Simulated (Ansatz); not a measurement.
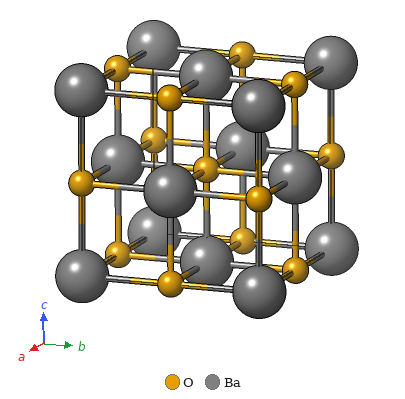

The structure above is drawn in ball-and-stick style and viewed slightly off an axis. The frame is the drawn cell (a repeat of the simulation cell); atoms at its boundary are shown with their periodic copies.

BaO, a = 5.52 Å, b = 5.52 Å, c = 5.52 Å, α = 89.28°, β = 89.28°, γ = 89.28°.

Theory: Ansatz 0.2.0, DFT, r2SCAN, plane waves, PAW. Numerical settings: a cutoff energy of 500 eV, k-points about 0.33 Å⁻¹ apart, no spin polarisation.

Question: Is the electronic structure metallic or gapped?

Answer: A semiconductor at this level, with a gap of 2.34 eV, direct.

Question: State the electronic part of the dielectric constant.

Answer: ε∞ averages 3.9.

Its origin is a structure type filled with these elements by a generator (whether the compound takes this form wasn't checked). The cell was then strained or its atoms displaced on purpose. It was the input of a calculation with Ansatz.
